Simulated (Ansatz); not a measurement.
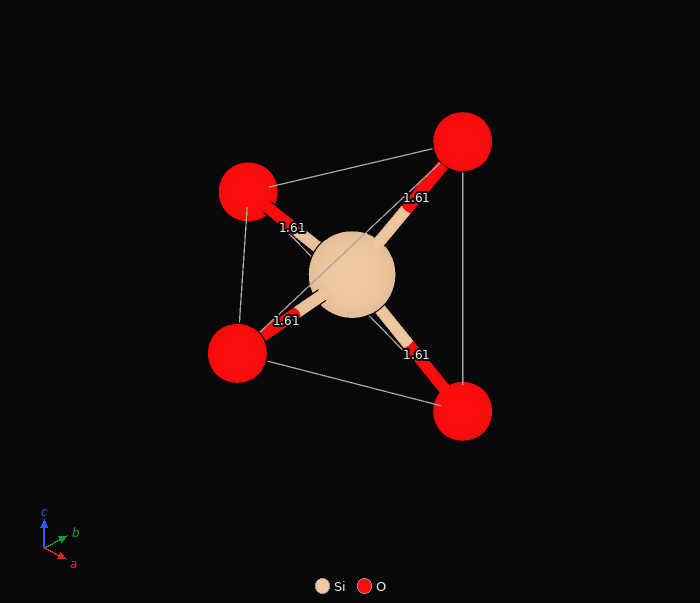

The SiO4 unit about Si in SiO2. Geometry: the structure of a calculation's input, shown in its standard cell.

SiO2, space group I4/mmm (No. 139), a = 8.971 Å, b = 8.971 Å, c = 5.251 Å, α = 90.00°, β = 90.00°, γ = 90.00°

```
site  Wyckoff       x       y       z
  Si       8h  0.6769  0.6769  0.5000
  O1       8f  0.7500  0.7500  0.7500
  O2       8i  0.2094  0.0000  0.0000
```

Compute the usual distortion measures of this polyhedron.

It is closest to the tetrahedron.

```
                              measure     value
                     mean bond length   1.610 Å
  bond-length distortion index (Baur)     0.002
effective coordination number (Hoppe)      4.00
shape measure against the tetrahedron      0.01
    shape measure against the see-saw      9.35
  centre off the ligands' centroid by    0.01 Å
                    polyhedral volume   2.14 Å³
                 quadratic elongation     1.000
                  bond-angle variance  0.5 deg²
                                   τ4      0.99
```
